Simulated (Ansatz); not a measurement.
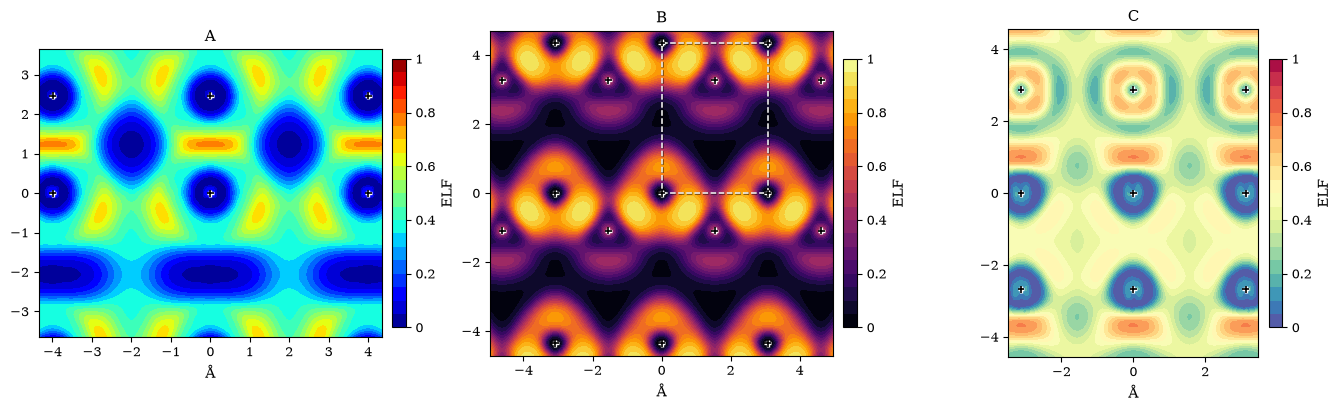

The electron localisation function of 3 systems, each on a plane through atoms (crosses mark nuclei in the plane).

These are results of DFT PBEsol, scalar-relativistic, plane waves, PAW in Ansatz 0.2.0, not measurements.

System 1: Ge, the (010) plane of the conventional cell. Space group P6₃/mmc; a structure from a database of computed crystals, not necessarily the ambient phase.

System 2: SiC (interface cell), the (001) plane of the calculation cell. 

```yaml
crystal:
  lattice:
    - [3.08075, 0.00000, 0.00000]
    - [0.00000, 4.35684, 0.00000]
    - [0.00000, 0.00000, 18.64344]
  atoms:
    - { symbol: Si, position: [0.00000, 0.04606, 0.00535] }
    - { symbol: C, position: [0.00000, 0.79711, 0.08720] }
    - { symbol: Si, position: [0.50000, 0.54871, 0.08238] }
    - { symbol: C, position: [0.50000, 0.29753, 0.16530] }
    - { symbol: Si, position: [0.00000, 0.04841, 0.16852] }
    - { symbol: C, position: [0.00000, 0.79753, 0.25137] }
    - { symbol: Si, position: [0.50000, 0.54841, 0.24814] }
    - { symbol: C, position: [0.50000, 0.29711, 0.32947] }
    - { symbol: Si, position: [0.00000, 0.04871, 0.33429] }
    - { symbol: C, position: [0.00000, 0.79823, 0.41910] }
    - { symbol: Si, position: [0.50000, 0.54606, 0.41132] }
    - { symbol: Si, position: [0.50000, 0.20394, 0.50535] }
    - { symbol: C, position: [0.00000, 0.95177, 0.49756] }
    - { symbol: Si, position: [0.00000, 0.70129, 0.58238] }
    - { symbol: C, position: [0.50000, 0.45289, 0.58720] }
    - { symbol: Si, position: [0.50000, 0.20159, 0.66852] }
    - { symbol: C, position: [0.00000, 0.95247, 0.66530] }
    - { symbol: Si, position: [0.00000, 0.70159, 0.74814] }
    - { symbol: C, position: [0.50000, 0.45247, 0.75137] }
    - { symbol: Si, position: [0.50000, 0.20129, 0.83429] }
    - { symbol: C, position: [0.00000, 0.95289, 0.82947] }
    - { symbol: Si, position: [0.00000, 0.70394, 0.91132] }
    - { symbol: C, position: [0.50000, 0.45177, 0.91910] }
    - { symbol: C, position: [0.50000, 0.29823, 0.99756] }
```

System 3: Al$_{2}$Ru, the (010) plane of the conventional cell. Space group I4/mmm; a structure from a database of computed crystals, not necessarily the ambient phase; computed without spin polarisation.

```
Al Ru
1.0
     3.12478    0.00000    0.00000
     0.00000    3.12478    0.00000
     0.00000    0.00000    8.41254
Al Ru
4 2
Direct
  0.00000 0.00000 0.65893
  0.50000 0.50000 0.15893
  0.00000 0.00000 0.34107
  0.50000 0.50000 0.84107
  0.00000 0.00000 0.00000
  0.50000 0.50000 0.50000
```

**Match each panel to its system.**

Panel A is system 1, Ge: the plane holds Ge. Ge–Ge (2.47 Å): the ELF peaks at about 0.75 between the atoms. Panel B is system 2, SiC: the plane holds C and Si. Si–C (1.89 Å): the ELF peaks at about 0.95 between the atoms (a shared electron pair). Panel C is system 3, Al$_{2}$Ru: the plane holds Al and Ru. Al–Al (2.67 Å): the ELF is about 0.50 at the midpoint.
